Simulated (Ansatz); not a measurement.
## Run report: AlCo3, geometry relaxation (part 1 of 2)

AlCo3 (Pm-3m, 4 atoms in the cell), computed with DFT r2SCAN, scalar-relativistic, plane waves, PAW, no spin polarisation (Ansatz 0.2.0).

The structure derives from a Materials Project entry. It belongs to a series of runs on one base structure; here: no spin polarisation. Figures and captions count atoms from 1; the log counts them from 0 in places.

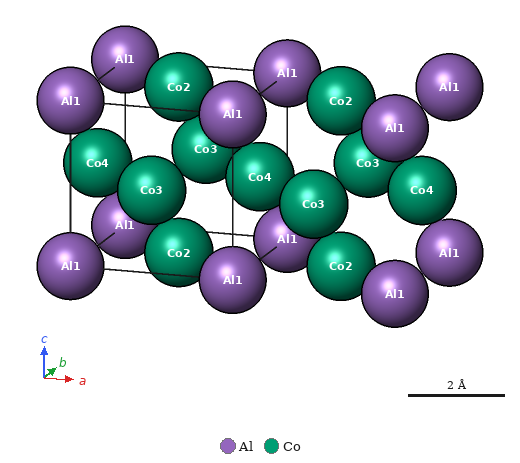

Figure 1. The structure as given in the input (spheres-only view of the cell of the calculation, repeated 2 × 1 × 1, seen slightly off an axis; atoms are numbered from 1 in the order of the input). An atom can appear more than once, as a periodic image.

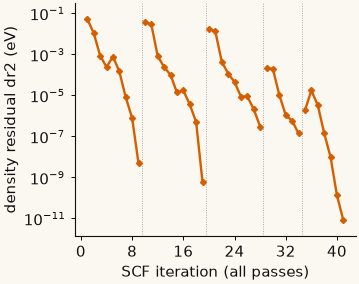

Figure 2. Convergence of the self-consistent field: density residual dr2 against the SCF iteration. The dotted lines part the SCF passes of the relaxation: geometry steps, rejected trials and re-solves on a re-selected basis. The 5 passes take 6 to 10 iterations each, 41 in all.

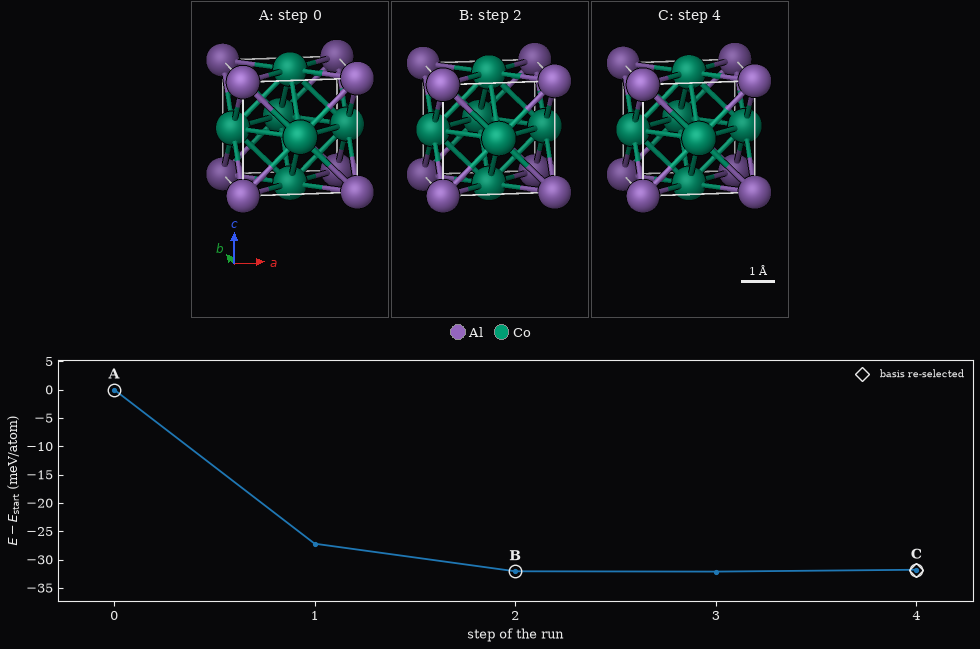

Figure 3. Frames of the relaxation (ball-and-stick view of the cell of the calculation, seen slightly off an axis) above the curves, on which the letters mark them (the first geometry is step 0 here and step 1 in the log).

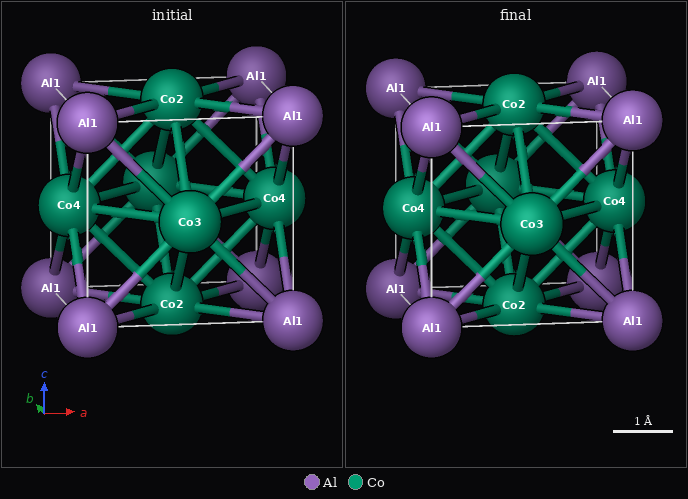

Figure 4. Before (left) and after (right) the relaxation, at one scale (ball-and-stick view of the cell of the calculation, seen slightly off an axis). After 3 geometry steps the energy has fallen by 32.1 meV per atom. All forces vanish by symmetry, so only the cell relaxes. Pressure: −13.14 GPa at the start and −0.05 GPa at the end. The atoms keep their places relative to the cell (all moves are under 0.005 Å). Cell: a = b = c 3.575 → 3.497 Å (−2.2 %). Volume −6.4 %. Among the contacts that change: Co2–Co3 2.528 → 2.473 Å, Al1–Co2 2.528 → 2.473 Å. The space group stays Pm-3m (No. 221). A last SCF at the same geometry on a re-selected plane-wave basis shifts the energy by +0.3 meV per atom. (Atoms are counted from 1 in the order of the input.)

The input that produced these results follows, with the program's output.

## The input
```yaml
crystal:
  lattice:
    - [3.574948, 0.0, 0.0]
    - [0.0, 3.574948, 0.0]
    - [0.0, 0.0, 3.574948]
  atoms:
    - { symbol: Al, position: [0.0, 0.0, 0.0] }
    - { symbol: Co, position: [0.5, 0.5, 0.0] }
    - { symbol: Co, position: [0.5, 0.0, 0.5] }
    - { symbol: Co, position: [0.0, 0.5, 0.5] }
basis:
  ecutwfc: 500
kpoints:
  mp_grid: { grid: [12, 12, 12] }
hamiltonian:
  xc: r2scan
scf:
  occupations: { method: gaussian, width: 0.1 }
  lower_state_search: "off"
output:
  forces: true
  stress: true
  eigenvalues: true
relax:
  adjacent_minimum: "off"
  f_tol: 0.01
  max_steps: 60
  cell: { stress_tol: 0.05 }
```

Launched with:
```bash
ansatz run input.yaml --threads 1 --pin off --max-ram 2560MiB --backend cpu --events-out ev --progress --plain --runs-dir out
```

## Log
```
Engine: ansatz 0.2.0, x86_64-unknown-linux-gnu
Pseudopotentials: kind: paw
Pseudopotential: Al, paw, valence charge 3, recommended cutoff 500 eV (meta_gga), Al.paw.azcp
Pseudopotential: Co, paw, valence charge 17, recommended cutoff 500 eV (meta_gga), Co.paw.azcp
Functional definition: r2SCAN
  parameter k0 = 0.174
  parameter k1 = 0.065
  parameter a1 = 4.9479
  exchange = r2scan_x(k0 = k0, k1 = k1, a1 = a1)
  correlation = r2scan_c
Crystal: 4 atoms, lattice volume = 45.689 Å³
Basis set: ecut = 500 eV, 1189 PW (Γ), exchange–correlation on 108×108×108 points (64 copies of the dense FFT grid, shifted against one another)
Bands: 33, of which v1, the nominal top of the filled ones, is band 27 counted from 1 (26 counted from 0)
Symmetry: 48 space group operations
Space group: Pm-3m (ITA 221), of the structure as read, at distance tolerance 3.6e-5 Å
k-points: 84 of 1728
Non-local potential: Al, projectors of the file, l = 0: 2, l = 1: 2, l = 2: 1
Non-local potential: Co, projectors of the file, l = 0: 3, l = 1: 2, l = 2: 3, l = 3: 1
PAW form: soft (Blöchl's): semilocal exchange-correlation on the pseudo side does not see the compensation charge
PAW frozen core: Al, regenerated for the run's functional (the file was generated under x = pbe(κ = 0.804, μ = 0.2195149727645171), c = pbe(β = 0.06672455060314922))
PAW frozen core: Co, regenerated for the run's functional (the file was generated under x = pbe(κ = 0.804, μ = 0.2195149727645171), c = pbe(β = 0.06672455060314922))
PAW one-centre angular grid: Al, 302 points (default); XC on 160 Gauss nodes
PAW one-centre angular grid: Co, 590 points (default); XC on 160 Gauss nodes
Initial density: superposition of atomic densities (neutral atoms: chi_scale 0, normalization atom), corrected by the library's trained network
Initial wavefunctions: pseudopotential atomic-orbital guess
Functional: x = r2scan, c = r2scan; τ floored in thin density (d = 2e-4 eV/Å³)
SCF iter   1: F=-15934.599424 eV  HF=-15934.494816 eV  |F-HF|=1.05e-1  |Δ(HF+E_count)|=         —  Δρ=1.79e-2  dr2=5.31e-2  dr2_τ=9.60e-2  ethr=1.77e-3  ⟨swp⟩=6.0  Hψ=10466  notcnv=0
preconditioner: auto → Kerker (q_TF=auto, 2.805 Å⁻¹)  [metal: Δε(μ)=0.004 eV  Ē_g=5.599 eV  σ=0.100 eV  W_gap=0.02  n_scr=18 (ndim 8)  ℏωp=30.1 eV  f_vac=0.001  D(μ)=6.64/eV (n_scr^D=92)]
SCF iter   2: F=-15934.621480 eV  HF=-15934.625554 eV  |F-HF|=4.07e-3  |Δ(HF+E_count)|=   1.31e-1  Δρ=7.61e-3  dr2=1.08e-2  dr2_τ=1.04e-3  ethr=9.84e-5  ⟨swp⟩=2.0  Hψ=5473  notcnv=0  defer=71
SCF iter   3: F=-15934.625444 eV  HF=-15934.625419 eV  |F-HF|=2.53e-5  |Δ(HF+E_count)|=   1.35e-4  Δρ=2.08e-3  dr2=8.67e-4  dr2_τ=4.46e-5  ethr=2.00e-5  ⟨swp⟩=2.3  Hψ=4211  notcnv=0  defer=71
SCF iter   4: F=-15934.625710 eV  HF=-15934.625737 eV  |F-HF|=2.73e-5  |Δ(HF+E_count)|=   3.18e-4  Δρ=8.78e-4  dr2=2.36e-4  dr2_τ=1.13e-5  ethr=1.61e-6  ⟨swp⟩=2.0  Hψ=4211  notcnv=0  defer=71
SCF iter   5: F=-15934.625167 eV  HF=-15934.625889 eV  |F-HF|=7.22e-4  |Δ(HF+E_count)|=   1.52e-4  Δρ=1.76e-3  dr2=7.66e-4  dr2_τ=1.16e-5  ethr=4.36e-7  ⟨swp⟩=2.0  Hψ=4856  notcnv=0  defer=71  recentre
SCF iter   6: F=-15934.625652 eV  HF=-15934.625761 eV  |F-HF|=1.09e-4  |Δ(HF+E_count)|=   1.28e-4  Δρ=7.40e-4  dr2=1.47e-4  dr2_τ=1.35e-6  ethr=4.36e-7  ⟨swp⟩=2.0  Hψ=5334  notcnv=0  defer=71
SCF iter   7: F=-15934.625737 eV  HF=-15934.625743 eV  |F-HF|=5.66e-6  |Δ(HF+E_count)|=   1.83e-5  Δρ=1.41e-4  dr2=8.01e-6  dr2_τ=4.75e-7  ethr=2.72e-7  ⟨swp⟩=2.6  Hψ=4350  notcnv=0  defer=71
SCF iter   8: F=-15934.625746 eV  HF=-15934.625747 eV  |F-HF|=7.26e-7  |Δ(HF+E_count)|=   3.84e-6  Δρ=4.94e-5  dr2=7.90e-7  dr2_τ=3.71e-9  ethr=1.48e-8  ⟨swp⟩=2.0  Hψ=3128  notcnv=0  defer=71
SCF iter   9: F=-15934.625747 eV  HF=-15934.625747 eV  |F-HF|=5.48e-10  |Δ(HF+E_count)|=   9.97e-8  Δρ=4.39e-6  dr2=4.79e-9  dr2_τ=3.17e-10  ethr=1.85e-10  ⟨swp⟩=6.5  Hψ=12502  notcnv=0
SCF 1 converged in 9 iterations: F = -15934.625747 eV  dr2 = 4.79e-9
  greatest PAW one-centre occupation: 1.002 electrons in one spin orbital (limit 2), on the Co atom at site 1 (counted from 0), in its partial waves of l = 1
relax step   1: F+E_penalty+E_count = -15934.62574677 eV  Δ(F+E_penalty+E_count) = +0.000e0 eV  max|allowed force component| = 8.888e-29 eV/Å  Δτ_max = 0.0000 Å  P = -13.143 GPa  Ω = 45.689 Å³  (9 SCF iters, dr2 threshold 1.00e-7 eV, accepted)
Crystal: 4 atoms, lattice volume = 43.864 Å³
Basis set: ecut = 500 eV, 1141 PW (Γ), exchange–correlation on 108×108×108 points (64 copies of the dense FFT grid, shifted against one another)
Initial density: handed on by an earlier stage of this run
Initial wavefunctions: those handed on with the density
iter 1 solved again at ethr=6.51e-5 eV; its pass at ethr=3.10e-3 eV (dr2=3.52e-2 eV) is discarded
SCF iter   1: F=-15934.702893 eV  HF=-15934.627378 eV  |F-HF|=7.55e-2  |Δ(HF+E_count)|=         —  Δρ=1.18e-2  dr2=3.72e-2  dr2_τ=1.58e-1  ethr=6.51e-5  ⟨swp⟩=1.0  Hψ=13238  notcnv=0
preconditioner: auto → Kerker (q_TF=auto, 2.824 Å⁻¹)  [metal: Δε(μ)=0.002 eV  Ē_g=5.822 eV  σ=0.100 eV  W_gap=0.01  n_scr=18 (ndim 8)  ℏωp=30.7 eV  f_vac=0.000  D(μ)=6.64/eV (n_scr^D=92)]
SCF iter   2: F=-15934.711169 eV  HF=-15934.738869 eV  |F-HF|=2.77e-2  |Δ(HF+E_count)|=   1.11e-1  Δρ=1.14e-2  dr2=2.85e-2  dr2_τ=2.79e-4  ethr=6.51e-5  ⟨swp⟩=2.0  Hψ=5880  notcnv=0
SCF iter   3: F=-15934.734029 eV  HF=-15934.734241 eV  |F-HF|=2.12e-4  |Δ(HF+E_count)|=   4.63e-3  Δρ=2.23e-3  dr2=8.06e-4  dr2_τ=5.09e-5  ethr=5.27e-5  ⟨swp⟩=2.0  Hψ=4641  notcnv=0  defer=12
SCF iter   4: F=-15934.734451 eV  HF=-15934.734571 eV  |F-HF|=1.20e-4  |Δ(HF+E_count)|=   3.30e-4  Δρ=8.12e-4  dr2=2.39e-4  dr2_τ=6.66e-6  ethr=1.49e-6  ⟨swp⟩=2.0  Hψ=5613  notcnv=0  defer=12
SCF iter   5: F=-15934.734478 eV  HF=-15934.734570 eV  |F-HF|=9.20e-5  |Δ(HF+E_count)|=   6.05e-7  Δρ=5.33e-4  dr2=9.83e-5  dr2_τ=8.99e-7  ethr=4.43e-7  ⟨swp⟩=1.0  Hψ=2751  notcnv=0  defer=12
SCF iter   6: F=-15934.734547 eV  HF=-15934.734553 eV  |F-HF|=6.51e-6  |Δ(HF+E_count)|=   1.71e-5  Δρ=2.63e-4  dr2=1.38e-5  dr2_τ=3.27e-7  ethr=1.82e-7  ⟨swp⟩=2.0  Hψ=3936  notcnv=0  defer=12
SCF iter   7: F=-15934.734543 eV  HF=-15934.734554 eV  |F-HF|=1.15e-5  |Δ(HF+E_count)|=   7.05e-7  Δρ=2.75e-4  dr2=1.71e-5  dr2_τ=3.16e-7  ethr=2.56e-8  ⟨swp⟩=1.0  Hψ=2747  notcnv=0  defer=12
SCF iter   8: F=-15934.734550 eV  HF=-15934.734552 eV  |F-HF|=2.70e-6  |Δ(HF+E_count)|=   1.62e-6  Δρ=1.27e-4  dr2=3.62e-6  dr2_τ=5.72e-8  ethr=2.56e-8  ⟨swp⟩=1.0  Hψ=2747  notcnv=0  defer=12
SCF iter   9: F=-15934.734552 eV  HF=-15934.734552 eV  |F-HF|=3.35e-7  |Δ(HF+E_count)|=   4.16e-7  Δρ=4.73e-5  dr2=4.98e-7  dr2_τ=9.11e-9  ethr=6.70e-9  ⟨swp⟩=2.1  Hψ=3463  notcnv=0  defer=12
SCF iter  10: F=-15934.734552 eV  HF=-15934.734552 eV  |F-HF|=9.46e-11  |Δ(HF+E_count)|=   5.23e-8  Δρ=1.20e-6  dr2=5.77e-10  dr2_τ=2.56e-11  ethr=7.41e-10  ⟨swp⟩=5.7  Hψ=10784  notcnv=0
SCF 2 converged in 10 iterations: F = -15934.734552 eV  dr2 = 5.77e-10
relax step   2: F+E_penalty+E_count = -15934.73455192 eV  Δ(F+E_penalty+E_count) = -1.088e-1 eV  max|allowed force component| = 2.247e-29 eV/Å  Δτ_max = 0.0000 Å  P = -5.487 GPa  Ω = 43.864 Å³  energy of the carried Pulay correction = +1.060e-3 eV  (10 SCF iters, dr2 threshold 4.00e-7 eV, accepted)
Crystal: 4 atoms, lattice volume = 42.645 Å³
Basis set: ecut = 500 eV, 1045 PW (Γ), exchange–correlation on 108×108×108 points (64 copies of the dense FFT grid, shifted against one another)
iter 1 solved again at ethr=3.06e-5 eV; its pass at ethr=3.10e-3 eV (dr2=1.65e-2 eV) is discarded
```
